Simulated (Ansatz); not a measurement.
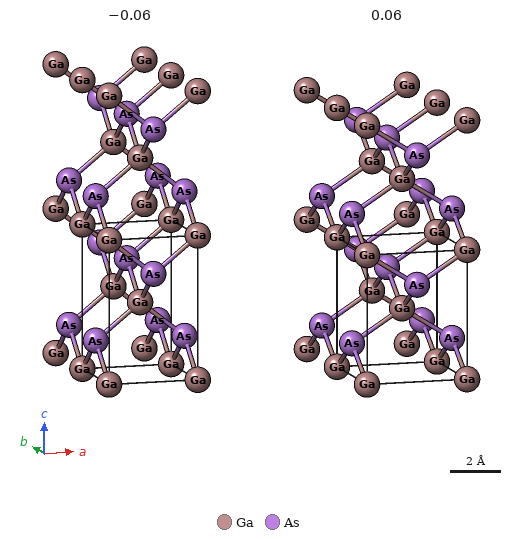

Solid GaAs (set up in F-43m), under biaxial strain in the a–b plane (c relaxed, atoms fixed by symmetry), with energies (extrapolated to zero smearing) counted from the relaxed crystal, which is the row at zero; the cubic crystal is set up in a tetragonal cell with a = a(cubic)/√2 and c = a(cubic). The picture shows the first and the last member. A ball-and-stick model of the cell of the calculation, repeated 1 × 2 × 2 with one cell outlined, seen slightly off an axis.

Computed with Ansatz 0.2.0: DFT PBEsol, scalar-relativistic, plane waves, PAW. (plane-wave cutoff 420 eV; k-point mesh 10 × 10 × 6; occupations gaussian; smearing width 0.01 eV; no spin polarisation; force threshold 0.008 eV/Å)

```tsv
strain	energy (meV/atom)	a (Å)	c (Å)
−0.06	67.83	3.761	5.956
−0.04	28.92	3.841	5.859
−0.02	7.00	3.921	5.760
0.0	0.00	4.001	5.658
0.02	?	?	?
0.04	23.03	4.161	5.451
0.06	49.51	4.241	5.339
```

One row is withheld. What does the calculation give there?

Answer. A parabola through three neighbouring rows (0.0, 0.04, 0.06) gives, with Lagrange weights, (0.3333)(0.00) + (1.0000)(23.03) + (−0.3333)(49.51) = 6.53 meV/atom. The calculation gives 5.98 meV/atom (a = 4.081 Å, c = 5.557 Å). The estimate is 0.55 meV/atom too high. From the first member to the last: As–Ga 2.399 → 2.506 Å.

The whole series:

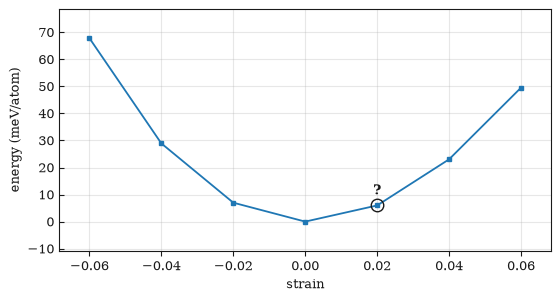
